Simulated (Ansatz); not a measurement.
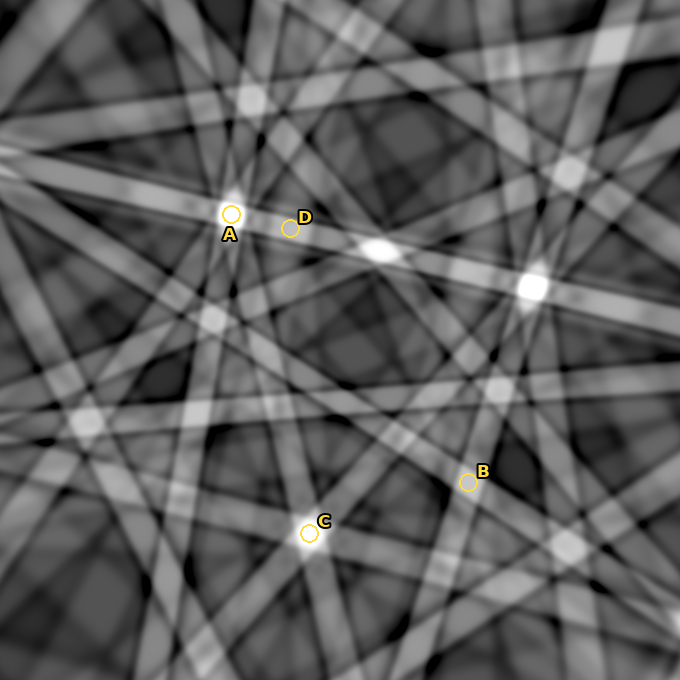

Simulated Kikuchi (electron backscatter) pattern at 20 kV: kinematic bands of width 2θ(Bragg) in gnomonic projection, seen from the camera side; the frame spans ±37° from its centre. Crystal: C, space group Pm-3n (No. 223), a = 3.895 Å. Structure: coordinates from a relaxation with DFT, revPBE, plane waves (420 eV) with PAW, scalar-relativistic in Ansatz 0.2.0; the starting structure was generated, so it need not be a known form of this composition.

Pole A is [120] and pole B is [211].

### Index the poles C and D.

C is [111], 39.2° from A and 19.5° from B. D is [230], 7.1° from A and 37.6° from B.

### Which band joins A and C, and how wide is it?

It comes from the planes common to both zones. The strongest order is 2 -1 -1 with d = 1.590 Å, so the band is 2θ = 3.1° wide (λ = 0.0859 Å).
